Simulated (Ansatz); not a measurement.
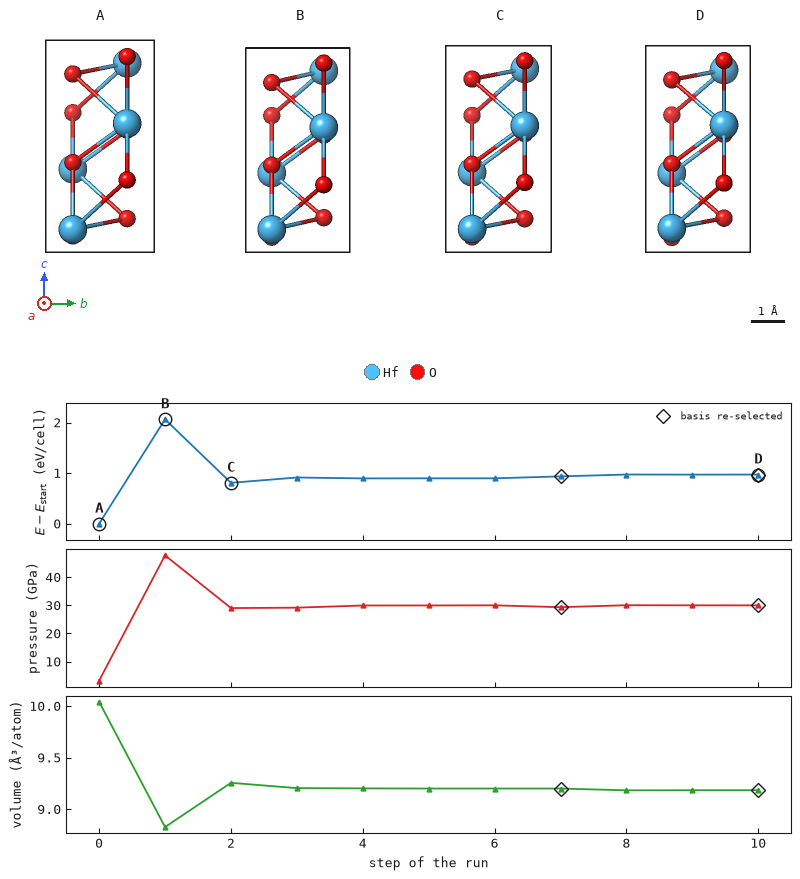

Frames of a relaxation of crystalline HfO$_{2}$ (set up in Pnma), marked on the history of the run. Style: ball-and-stick. Shown: the cell of the calculation, along the a axis.

The run lets cell and atoms move.

These are results of Kohn-Sham DFT of a periodic cell, PBE, Ansatz PAW in Ansatz, not measurements.

Input file:
```yaml
crystal:
  lattice:
    - [5.556395, 0.0, 0.0]
    - [0.0, 3.333597, 0.0]
    - [0.0, 0.0, 6.504995]
  atoms:
    - { symbol: Hf, position: [0.748682, 0.75, 0.607871] }
    - { symbol: Hf, position: [0.251318, 0.25, 0.392129] }
    - { symbol: Hf, position: [0.248682, 0.75, 0.892129] }
    - { symbol: Hf, position: [0.751318, 0.25, 0.107871] }
    - { symbol: O, position: [0.639499, 0.25, 0.4234] }
    - { symbol: O, position: [0.360501, 0.75, 0.5766] }
    - { symbol: O, position: [0.139499, 0.25, 0.0766] }
    - { symbol: O, position: [0.860501, 0.75, 0.9234] }
    - { symbol: O, position: [0.520794, 0.25, 0.841453] }
    - { symbol: O, position: [0.479206, 0.75, 0.158547] }
    - { symbol: O, position: [0.020794, 0.25, 0.658547] }
    - { symbol: O, position: [0.979206, 0.75, 0.341453] }
hamiltonian:
  xc: pbe
  pseudopotentials: { kind: paw }
kpoints:
  mp_grid: { grid: [4, 6, 3] }
scf:
  occupations: { method: fermi_dirac, width: 0.05 }
output:
  forces: true
  stress: true
  eigenvalues: true
relax:
  f_tol: 0.01
  max_steps: 40
  cell: { stress_tol: 0.05, p_target: 30.0 }
```

Launched with:
```bash
ansatz run input.yaml --threads 4 --pin off --max-ram 11264MiB --backend cpu --events-out ev --progress --plain --runs-dir out
```

### What happens along the run?

The largest moves relative to the cell, 0.060 Å, are those of Hf atoms. Largest moves by element: Hf 0.060 Å, O 0.053 Å. The drawn cell changes as follows: a 5.556 → 5.423 Å (−2.4 %), b 3.334 → 3.207 Å (−3.8 %), c 6.505 → 6.337 Å (−2.6 %); the volume changes by −8.5 %. Among the contacts that change: Hf–O 2.587 → 2.425 Å, Hf–Hf 3.337 → 3.195 Å, Hf–Hf 3.519 → 3.437 Å, Hf–O 2.142 → 2.075 Å. Bond angles that change, for instance: Hf–O–Hf 94.3° → 91.5°, Hf–O–Hf 80.2° → 82.8°. The space group stays Pnma (No. 62). Over 8 accepted moves (10 points after the start) the energy rises by 0.971 eV per cell of the calculation. With the target pressure of 30 GPa, the enthalpy E + pV changes by −0.954 eV per cell of the calculation. Largest force component: 0.059 eV/Å at the start, 0.00045 eV/Å at the end. Pressure: 3.26 GPa at the start and 29.99 GPa at the end. At 2 points the geometry stayed and the basis and grid were re-selected for the new cell (energy shift of 38.0 meV per cell of the calculation at most each time). The run took 64 s on 4 threads of Arm Neoverse V1, with other jobs on the host, peak memory 0.68 GiB. From step 0 to 1: O atoms move most (0.08 Å), volume −12.1 %, energy +2.063 eV per cell of the calculation. From step 1 to 2: O atoms move most (0.05 Å), volume +4.9 %, energy −1.255 eV per cell of the calculation. From step 2 to 10: Hf atoms move most (0.03 Å), volume −0.8 %, energy +0.164 eV per cell of the calculation.

```tsv
step	E − E(0), meV/atom	largest force component, eV/Å	pressure, GPa	volume, Å³/atom	note
0	0.00	0.0595	3.26	10.041	
1	171.90	0.7557	47.75	8.827	
2	67.30	0.2427	29.03	9.256	
3	76.08	0.2452	29.17	9.205	
4	74.60	0.0594	29.95	9.202	
5	74.73	0.0307	29.96	9.201	
6	74.74	0.0012	30.00	9.200	
7	77.91	0.0026	29.34	9.200	same geometry, new basis
8	81.00	0.0029	30.04	9.183	
9	80.83	0.0004	30.00	9.184	
10	80.93	0.0005	29.99	9.184	same geometry, new basis
```
